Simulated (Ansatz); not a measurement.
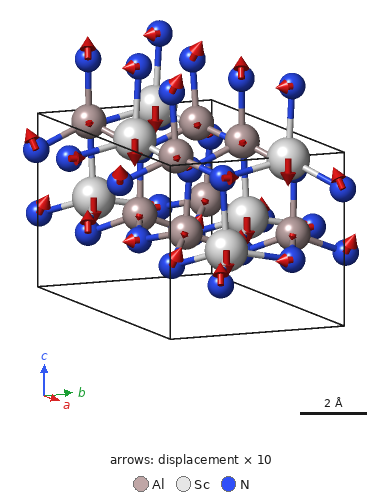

This is a relaxation of solid ScAl$_{2}$N$_{3}$ (a generated structure, set up in Cmc2_1) (coarse preliminary run). The starting structure is drawn; red arrows show the displacements (the part carried along by the change of the cell is left out), 10 times their true length.

A ball-and-stick model of the conventional cell (2 times the calculation's cell), seen slightly off an axis. Lengths and directions refer to the drawn axes.

Case: In → Sc on all its sites, cell and atoms relaxed.

Theory: Ansatz, DFT PBEsol, scalar-relativistic, plane waves, PAW. Set-up: plane-wave cutoff 420 eV; k-point mesh 4 × 4 × 4; occupations gaussian; smearing width 0.1 eV; no spin polarisation; cell and atoms relaxed; force threshold 0.05 eV/Å; at most 60 steps.

Q: What did the optimiser do to the structure, and how much energy did it gain?

A: The largest moves relative to the cell, 0.085 Å, are those of Sc atoms. Largest moves by element: Sc 0.085 Å, N 0.075 Å, Al 0.021 Å. The drawn cell changes as follows: a 10.049 → 9.838 Å (−2.1 %), b 5.779 → 5.656 Å (−2.1 %), c 5.363 → 4.960 Å (−7.5 %); the volume changes by −11.4 %. Near-neighbour distances that change, for instance: Sc–Sc 3.379 → 3.193 Å, N–Sc 2.220 → 2.082 Å, N–Sc 2.227 → 2.105 Å, N–Sc 2.245 → 2.157 Å. Among the angles between lasting bonds that change: Al–N–Sc 104.1° → 108.8°, Al–N–Sc 104.6° → 109.3°, Al–N–Al 113.4° → 109.2°. The space group stays Cmc2_1 (No. 36). After 4 accepted moves (5 points after the start) the energy has fallen by 106 meV per atom. The largest force component goes from 0.8 to 0.022 eV/Å. The pressure goes from −16.93 to −0.34 GPa. At 1 point the geometry stayed and the basis and grid were re-selected for the new cell (energy shift of 2.0 meV per atom at most each time). Cost: 45 s on 2 threads of Arm Neoverse V1, on a shared host, peak memory 0.45 GiB.
